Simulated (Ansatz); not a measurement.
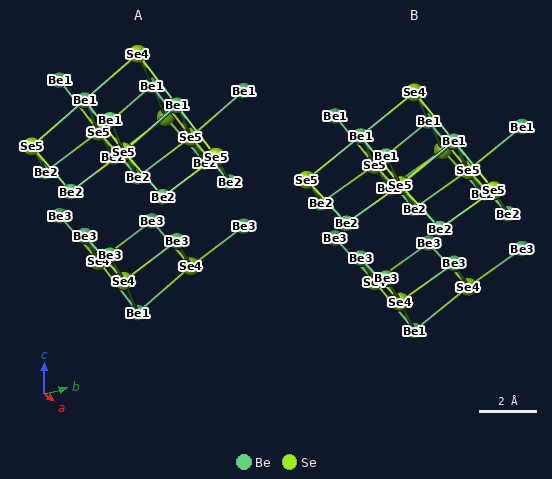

Two geometries of crystalline Be₃Se₂ (built on the tetradymite_166 type), drawn at one scale. One is the start of a relaxation, the other its converged end. A ball-and-stick model of the atoms within 5.0 Å of the atom that moves most (axes of the conventional cell (3 times the calculation's cell)), seen slightly off an axis. Lengths and directions refer to the drawn axes.

Theory: Ansatz 0.2.0, DFT PBE, scalar-relativistic, plane waves, PAW. Set-up: plane-wave cutoff 420 eV; k-point mesh 12 × 12 × 12; occupations gaussian; smearing width 0.01 eV; no spin polarisation; cell and atoms relaxed; force threshold 0.01 eV/Å; at most 80 steps.

Question: Which geometry has the lower energy?

Answer: Structure B is the relaxed one. Case: tetradymite type (R-3m, No. 166). The largest moves relative to the cell, 0.079 Å, are those of Be2 and Be3. Be2 goes along −c. By element the largest moves are Be 0.079 Å, Se 0.038 Å. The volume changes by −5.5 %, with a = b 3.359 → 3.410 Å (+1.5 %), c 23.355 → 21.418 Å (−8.3 %). Near-neighbour distances that change, for instance: Be1–Se4 2.487 → 2.455 Å, Be2–Se5 2.354 → 2.341 Å. Bond angles that change, for instance: Se4–Be1–Se4 85.0° → 88.0°, Be1–Se5–Be1 85.0° → 88.0°, Se4–Be1–Se5 95.0° → 92.0°. The space group stays R-3m (No. 166). Over 5 accepted moves (6 points after the start) the energy falls by 0.198 eV per cell of the calculation. The largest force component goes from 0.15 to 0.0034 eV/Å. The pressure goes from −2.11 to −0.02 GPa. At 1 point the geometry stayed and the basis and grid were re-selected for the new cell (energy shift of 0.3 meV per cell of the calculation at most each time). The run took 2.4 min on 1 thread of Arm Neoverse V1 (shared host), peak memory 0.54 GiB.
